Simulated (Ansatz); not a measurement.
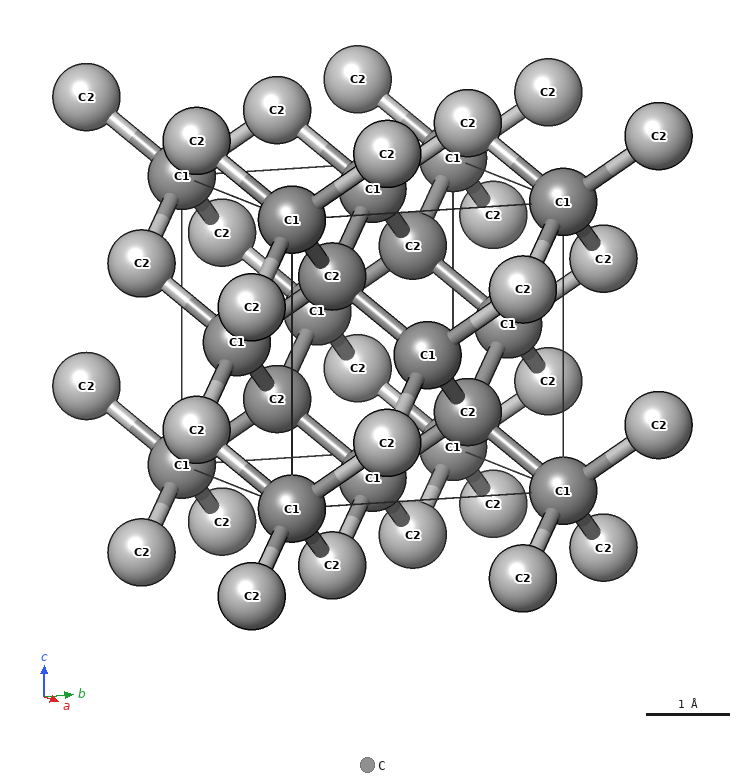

Figure 1. The structure as given in the input (ball-and-stick view of the cell 4 times as large as that of the calculation, set on its symmetry axes, seen slightly off an axis; neighbours outside the cell are drawn fainter; atoms are numbered from 1 in the order of the input). Near neighbours in the crystal (not all of them lie inside the picture): C has 4 C at 1.54 Å.

# Run report: C, single-point calculation

System: C (Fd-3m, 2 atoms in the cell).
Method: DFT PBE+D3(BJ), scalar-relativistic, plane waves, PAW, no spin polarisation (Ansatz 0.2.0).

The structure derives from an entry of the Crystallography Open Database. Figures and captions count atoms from 1; the log counts them from 0 in places.

What the program printed
```
Engine: ansatz 0.2.0, aarch64-unknown-linux-gnu
Pseudopotentials: kind: paw
Pseudopotential: C, paw, valence charge 4, recommended cutoff 420 eV (normal), C.paw.azcp
Functional definition: PBE
  parameter kappa = 0.804
  parameter beta = 0.06672455060314922
  exchange = pbe_x(kappa = kappa, mu = beta*pi^2/3)
  correlation = pbe_c(beta = beta)
Crystal: 2 atoms, lattice volume = 11.344 Å³
Basis set: ecut = 420 eV, 229 PW (Γ), exchange–correlation on 36×36×36 points (8 copies of the dense FFT grid, shifted against one another)
Bands: 8, of which v1, the nominal top of the filled ones, is band 4 counted from 1 (3 counted from 0)
Symmetry: 48 space group operations
Space group: Fd-3m (ITA 227), of the structure as read, at distance tolerance 2.2e-5 Å
k-points: 29 of 512
Non-local potential: C, projectors of the file, l = 0: 2, l = 1: 2, l = 2: 1
PAW form: soft (Blöchl's): semilocal exchange-correlation on the pseudo side does not see the compensation charge
PAW one-centre angular grid: C, 110 points (default); XC on 64 Gauss nodes
Initial density: superposition of atomic densities (neutral atoms: chi_scale 0, normalization atom), corrected by the library's trained network
Initial wavefunctions: pseudopotential atomic-orbital guess
Functional: x = pbe(κ = 0.804, μ = 0.2195149727645171), c = pbe(β = 0.06672455060314922)
SCF iter   1: F=—  HF=-501.997127 eV  |F-HF|=—  |Δ(HF+E_count)|=         —  Δρ=1.76e-3  dr2=9.38e-5  ethr=1.77e-3  ⟨swp⟩=4.6  Hψ=1498  notcnv=0
preconditioner: auto → none  [insulator: Δε(μ)=4.149 eV  Ē_g=19.633 eV  σ=0.100 eV  W_gap=1.00  n_scr=0 (ndim 8)  ℏωp=31.2 eV  f_vac=0.000  D(μ)=0.00/eV (n_scr^D=0)  ε∞_Penn≈3.5]
SCF iter   2: F=—  HF=-501.997229 eV  |F-HF|=—  |Δ(HF+E_count)|=   1.02e-4  Δρ=9.10e-4  dr2=2.64e-5  ethr=1.17e-6  ⟨swp⟩=2.0  Hψ=566  notcnv=0
SCF iter   3: F=—  HF=-501.997281 eV  |F-HF|=—  |Δ(HF+E_count)|=   5.14e-5  Δρ=1.47e-4  dr2=1.61e-6  ethr=3.30e-7  ⟨swp⟩=2.1  Hψ=343  notcnv=0
SCF iter   4: F=—  HF=-501.997280 eV  |F-HF|=—  |Δ(HF+E_count)|=   5.30e-7  Δρ=6.67e-5  dr2=2.97e-7  ethr=2.01e-8  ⟨swp⟩=1.3  Hψ=251  notcnv=0
iter 5 did not close the SCF: its close was put off for the readings that it lacked (scf_convergence_deferred on its scf_iter line)
SCF iter   5: F=-501.997280 eV  HF=-501.997280 eV  |F-HF|=3.67e-10  |Δ(HF+E_count)|=   5.35e-8  Δρ=5.63e-6  dr2=1.60e-9  ethr=3.72e-9  ⟨swp⟩=2.3  Hψ=343  notcnv=0
SCF iter   6: F=-501.997280 eV  HF=-501.997280 eV  |F-HF|=5.46e-12  |Δ(HF+E_count)|=  3.65e-10  Δρ=6.44e-7  dr2=1.61e-11  ethr=2.00e-11  ⟨swp⟩=1.2  Hψ=743  notcnv=0
SCF 1 converged in 6 iterations: F = -501.997280 eV  dr2 = 1.61e-11
  greatest PAW one-centre occupation: 0.644 electrons in one spin orbital (limit 2), on the C atom at site 1 (counted from 0), in its partial waves of l = 0
```

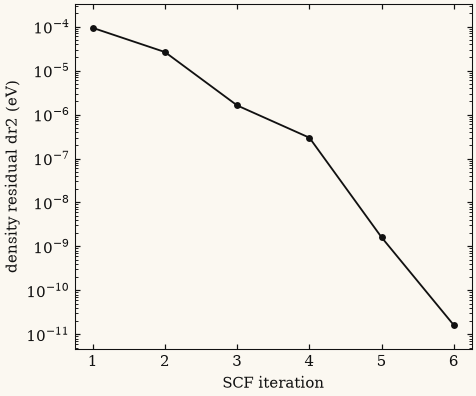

Figure 2. Convergence of the self-consistent field: density residual dr2 against the SCF iteration. The residual falls at every step.

```
SCF converged after 6 iterations
Free energy (F): -501.997280 eV
Harris-Foulkes:  -501.997280 eV  (|F-HF|=5.46e-12)
Internal energy: -501.997280 eV  (E = F + TS)
E sigma→0 (E₀):  -501.997280 eV
Fermi energy:    15.386009 eV
--- Per-component energies (eV) ---
  E_band       = 34.709810
  E_kinetic    = 184.543381
  E_local      = -122.406240  (includes V_loc(G=0)·N_el)
  E_nonlocal   = 53.314159
  E_hartree    = 26.771087
  E_xc         = -97.431308
  E_vxc        = -120.956983  (∫ρ·V_xc dr)
  E_paw        = -198.444354  (= ΣΔE_a)
  E_vpaw       = -13.326674  (= ΣTr[D̂ρ^β])
  E_aug_tail   = 0.000018  (compensation charges beyond the density's cutoff)
  E_ewald      = -347.961363
  E_disp       = -0.382660  (pairwise vdW)
  E_smearing   = -0.000000  (= −TS)
  E_closure    = -0.000000  (closes the sum)
  Σ components = -501.997280   (vs F -501.997280, Δ=0.00e0)
--- Forces (eV/Å), atoms counted from 1 ---
  atom   1  C      0.00000000     0.00000000    -0.00000000
  atom   2  C     -0.00000000    -0.00000000    -0.00000000
  max |Σ_I F_I| component: 7.40e-17 eV/Å
--- Stress (GPa, compression-positive) ---
       -3.594663      -0.000000      -0.000000
       -0.000000      -3.594663       0.000000
       -0.000000       0.000000      -3.594663
  P = ⅓ Tr σ = -3.5947 GPa (-35.947 kbar)
--- Band table (eV; the first three rows and the last of 29) ---
  k-point 0: bands = ["-8.1623", "13.3168", "13.3168", "13.3168", "18.9107", "18.9107", "18.9107", "26.5949"]
  k-point 1: bands = ["-7.7304", "10.9000", "12.6635", "12.6635", "19.7686", "19.7686", "20.1938", "26.9667"]
  k-point 2: bands = ["-6.4476", "6.7233", "11.5668", "11.5668", "21.1105", "21.1105", "21.4552", "27.9172"]
  k-point 28: bands = ["1.3398", "1.3398", "4.9894", "4.9894", "23.9398", "23.9398", "25.6204", "25.6204"]
```

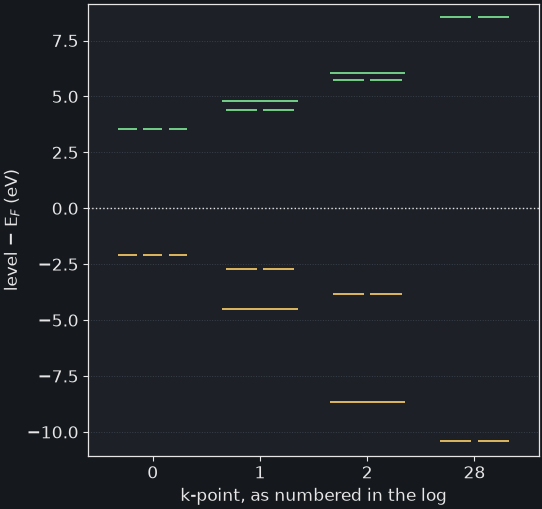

Figure 3. Kohn–Sham levels near the Fermi level (dotted) at the few k-points that the log prints; levels within 0.02 eV of each other stand side by side. Among these points the highest filled and lowest empty levels are 5.59 eV apart; the gap on the full mesh, 4.14 eV, has an edge at a point that isn't printed.

This output came from the following input.

Input file
```yaml
crystal:
  lattice:
    - [0.0, 1.78337, 1.78337]
    - [1.78337, 0.0, 1.78337]
    - [1.78337, 1.78337, 0.0]
  atoms:
    - { symbol: C, position: [0.0, 0.0, 0.0] }
    - { symbol: C, position: [0.25, 0.25, 0.25] }
basis:
  ecutwfc: 420
kpoints:
  mp_grid: { grid: [8, 8, 8] }
hamiltonian:
  xc: pbe
  dispersion: d3bj
scf:
  occupations: { method: gaussian, width: 0.1 }
output:
  forces: true
  stress: true
  eigenvalues: true
```

Command:
```bash
ansatz run input.yaml --threads 2 --pin off --max-ram 5120MiB --backend cpu --events-out ev --progress --plain --runs-dir out
```

Key numbers

```tsv
quantity	value
outcome	converged
space group (tolerance 0.01 Å)	Fd-3m (227)
electrons treated	8
free energy	−501.9973 eV
Fermi energy	15.386 eV
gap on the k-point mesh	4.14 eV
pressure	−3.59 GPa
largest force (length of the vector)	under 0.001 eV/Å
hardware	2 threads of Arm Neoverse V1, 24 GiB of memory available, shared host
peak memory	0.23 GiB
```
